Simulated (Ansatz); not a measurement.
Structure (in its standard cell), the end point of a relaxation with DFT, BLYP, plane waves (420 eV) with PAW, scalar-relativistic (Ansatz 0.2.0); the starting structure was generated, so it need not be a known form of this composition:

```xyz
4
Lattice="4.5801 0.0000 0.0000 0.0000 4.5801 0.0000 0.0000 0.0000 4.5801" Properties=species:S:1:pos:R:3 pbc="T T T"
Zr    0.0000    0.0000    0.0000
Zr    0.0000    2.2900    2.2900
Zr    2.2900    0.0000    2.2900
Zr    2.2900    2.2900    0.0000
```

Predict the [110] zone-axis pattern (200 kV, kinematic, B = 1 Å²).

The spots form a centred rectangular net with both shortest vectors at d = 2.64 Å, 70.5° apart. They are -1 1 -1 and -1 1 1. The pattern has symmetry 2mm. The lattice centring (F) removes all reflections that break h + k = 2n, h + l = 2n.

Strongest reflections with d > 0.81 Å, one of each family (|F|² from tabulated Gaussian fits of the electron scattering factors, times a small damping for the curvature of the Ewald sphere):

```tsv
hkl	d (Å)	I (strongest = 100)
1 -1 1	2.644	100
0 0 2	2.290	74
2 -2 0	1.619	33
1 -1 3	1.381	21
2 -2 2	1.322	19
0 0 4	1.145	12
```

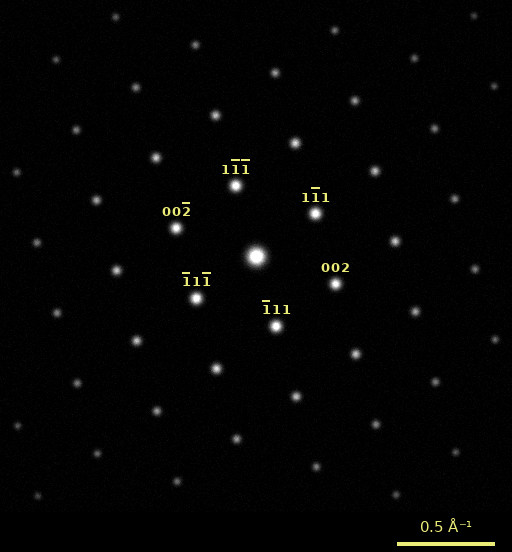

Calculated pattern, seen from the source side with [110] pointing towards the source.
